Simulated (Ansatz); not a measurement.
Consider ZnSe.

Input file:

```
crystal:
  lattice:
    - [4.0422, 0.0, 0.0]
    - [0.0, 4.0422, 0.0]
    - [0.0, 0.0, 4.9408]
  atoms:
    - { symbol: Zn, position: [0.0, 0.0, 0.0] }
    - { symbol: Zn, position: [0.5, 0.5, 0.0] }
    - { symbol: Se, position: [0.0, 0.5, 0.2797006019] }
    - { symbol: Se, position: [0.5, 0.0, 0.7202993981] }
basis:
  ecutwfc: 520.0
kpoints:
  mp_grid: { grid: [8, 8, 6] }
hamiltonian:
  xc: lda
  pseudopotentials: { kind: paw, azcp: { folder: soft_1 } }
scf:
  occupations: { method: gaussian, width: 0.05 }
output:
  forces: true
  stress: true
  eigenvalues: true
  write_density: true
  write_potential: true
  elf: true
  volumetric_format: npy
```

Launched as:

```sh
ansatz run input.yaml --threads 1 --pin off --max-ram 2048MiB --backend cpu --events-out ev --progress --plain --runs-dir out
```

Below, planes, directions and counts refer to the conventional cell (a = 4.04 Å, b = 4.04 Å, c = 4.94 Å, α = 90.00°, β = 90.00°, γ = 90.00°).

Space group P4/nmm; a structure from a database of computed crystals, not necessarily the ambient phase; not relaxed (largest force 0.5 eV/Å); computed pressure about 2 GPa in this cell; PAW files of the earlier set (soft_1).

Method: DFT LDA, scalar-relativistic, plane waves, PAW in Ansatz 0.2.0.

Q: What will maps of the valence pseudo-density and electron localisation function show?

A: Zn–Se (2.45 Å): ρ is about 0.46 e/Å³ halfway; the ELF is about 0.55 at the midpoint.

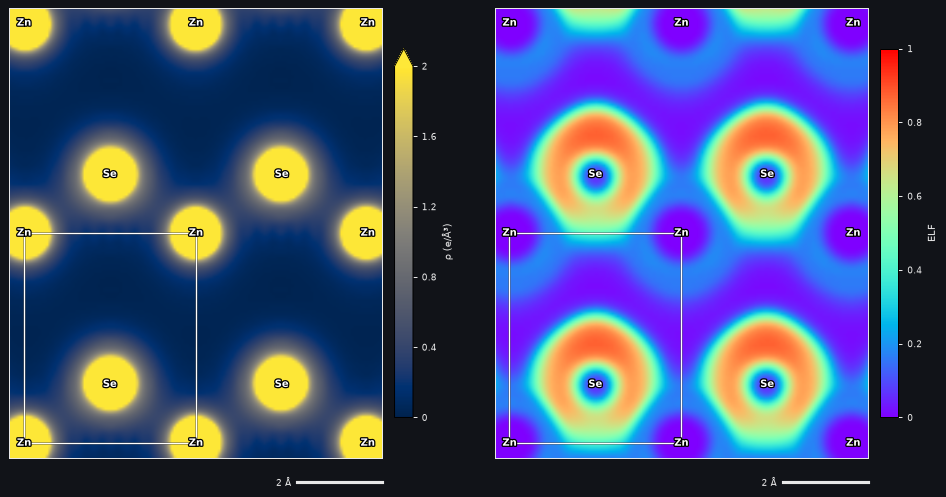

Computed valence pseudo-density and electron localisation function on the (010) plane of the conventional cell, in this order. 

In a PAW calculation such maps are meaningful between the atoms, not at the nuclei.
